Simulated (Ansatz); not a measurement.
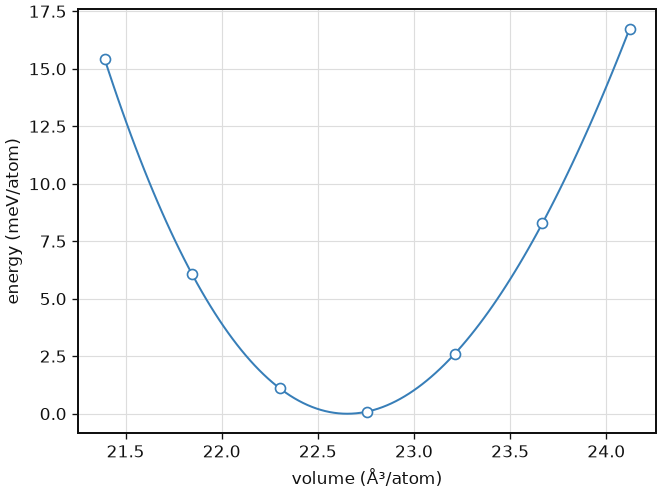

The picture above shows the energy against volume for ZnSe, space group F-43m (No. 216).

Starting cell:
```
Se Zn
1.0
     0.00000    2.83380    2.83380
     2.83380    0.00000    2.83380
     2.83380    2.83380    0.00000
Se Zn
1 1
Direct
  0.75000 0.75000 0.75000
  0.00000 0.00000 0.00000
```

Method: plane-wave DFT, no spin polarisation; energies at scaled volumes of the given cell, shape and fractions fixed, counted from the fit's minimum, third-order Birch-Murnaghan fit (Ansatz 0.2.0). Level: PBE with D4.

| setting | value |
| --- | --- |
| k mesh | 8×8×8 |
| occupations | Fermi–Dirac |
| smearing width | 0.05 eV |
| potentials | Ansatz PAW |
| wave cutoff | 420 eV |
| density cutoff | 1680 eV |

From this curve and the settings, what does the calculation give for the pressure at the same points?

The pressure falls from 4.13 GPa at volume 21.39 Å³/atom to −3.45 GPa at 24.12 Å³/atom, and changes sign near 22.66 Å³/atom.

| volume (Å³/atom) | pressure (GPa) |
| --- | --- |
| 21.39 | 4.13 |
| 21.85 | 2.49 |
| 22.30 | 1.02 |
| 22.76 | −0.29 |
| 23.21 | −1.46 |
| 23.67 | −2.51 |
| 24.12 | −3.45 |
